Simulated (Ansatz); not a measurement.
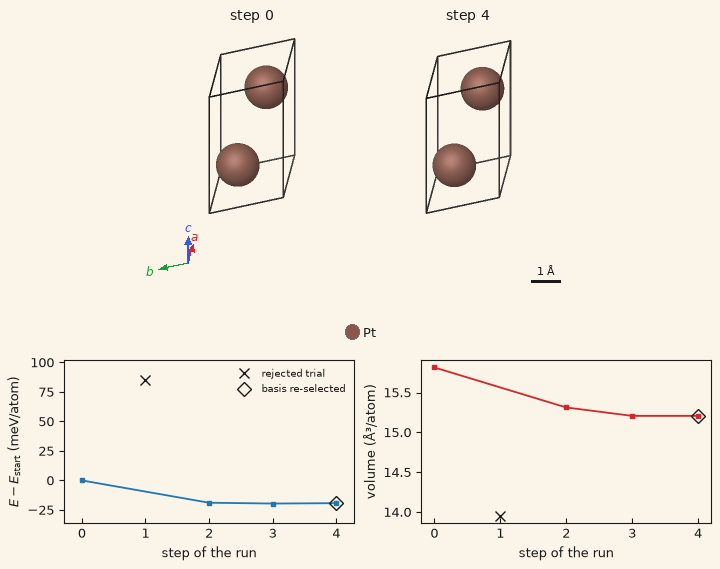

First and last geometry of a relaxation of crystalline Pt (set up in P6_3/mmc), with the history of the run. The picture is a spheres-only view of the cell of the calculation, seen from a free direction.

The run lets cell and atoms move.

Theory: Kohn-Sham DFT of a periodic cell, HSE03, Ansatz PAW in Ansatz 0.2.0.

The input:
```yaml
crystal:
  lattice:
    - [2.7606656158, 0.0, 0.0]
    - [-1.3803328079, 2.3908065546, 0.0]
    - [0.0, 0.0, 4.792134]
  atoms:
    - { symbol: Pt, position: [0.3333333333, 0.6666666667, 0.25] }
    - { symbol: Pt, position: [0.6666666667, 0.3333333333, 0.75] }
hamiltonian:
  xc: { exchange: pbe, correlation: pbe, exx: { coeff: 0.25, omega: 0.3 } }
  pseudopotentials: { kind: paw }
kpoints:
  mp_grid: { grid: [6, 6, 3] }
scf:
  occupations: { method: fermi_dirac, width: 0.05 }
output:
  forces: true
  stress: true
  eigenvalues: true
relax:
  f_tol: 0.01
  max_steps: 40
  cell: { stress_tol: 0.05 }
```

What do the curves and the structures tell?

It converged. No atom moves by more than 0.005 Å relative to the cell. The volume changes by −3.8 %, with a = b 2.761 → 2.724 Å (−1.3 %), c 4.792 → 4.732 Å (−1.3 %). Among the contacts that change: Pt–Pt 2.878 → 2.841 Å, Pt–Pt 2.761 → 2.724 Å. The space group stays P6_3/mmc (No. 194). The energy falls by 19.3 meV per atom in 2 accepted moves (4 points after the start). All forces vanish by symmetry, so only the cell relaxes. Pressure: −9.72 GPa at the start and −0.02 GPa at the end. The line search rejected the trial step at point 1 of the run. The SCF was repeated once at an unchanged geometry on a basis and grid sized afresh for the cell, which shifted the energy by 0.3 meV per atom at most. At step 1 the optimiser overshot: the energy rose above the start, and later steps came back.

Limits of the set-up: the k-point mesh is coarse for a cell with partly filled bands.
